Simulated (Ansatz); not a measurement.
System: AlGa2As3.

```yaml
crystal:
  lattice:
    - [4.05939, 0.00000, 0.00000]
    - [0.00000, 4.05939, 0.00000]
    - [0.00000, 0.00000, 17.21498]
  atoms:
    - { symbol: Al, position: [0.00000, 0.00000, 0.00000] }
    - { symbol: Al, position: [0.50000, 0.50000, 0.50000] }
    - { symbol: Ga, position: [0.50000, 0.50000, 0.16656] }
    - { symbol: Ga, position: [0.00000, 0.00000, 0.66656] }
    - { symbol: Ga, position: [0.00000, 0.00000, 0.33344] }
    - { symbol: Ga, position: [0.50000, 0.50000, 0.83344] }
    - { symbol: As, position: [0.50000, 0.00000, 0.25000] }
    - { symbol: As, position: [0.00000, 0.50000, 0.75000] }
    - { symbol: As, position: [0.00000, 0.50000, 0.41725] }
    - { symbol: As, position: [0.50000, 0.00000, 0.91725] }
    - { symbol: As, position: [0.00000, 0.50000, 0.08275] }
    - { symbol: As, position: [0.50000, 0.00000, 0.58275] }
```

Space group I-4m2; a structure generated by program, which may or may not match a known phase.

All numbers below come from DFT PBE, scalar-relativistic, plane waves, PAW in Ansatz 0.2.0.

What can the converged valence pseudo-density and electron localisation function tell about the bonding?

Answer. Al–As (2.48 Å): ρ is about 0.47 e/Å³ halfway; the ELF peaks at about 0.95 between the atoms; localised, covalent bonding.
Ga–As (2.49 Å): ρ at the midpoint is about 0.46 e/Å³; the ELF peaks at about 0.80 between the atoms (a shared electron pair).
Bader's partition of the density gives Al +1.94, Ga +0.68 and As −1.31 to −0.67 e.

Does the calculation make it a metal, or give it a gap?

Answer. It is gapped, with a Kohn–Sham gap of 0.64 eV on the k-point mesh, an upper bound to the gap of this method.

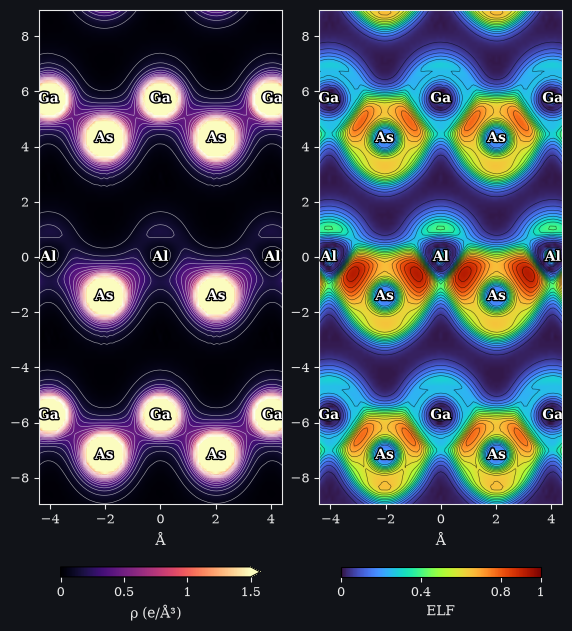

Computed valence pseudo-density and electron localisation function on the (010) plane of the conventional cell, in this order. 
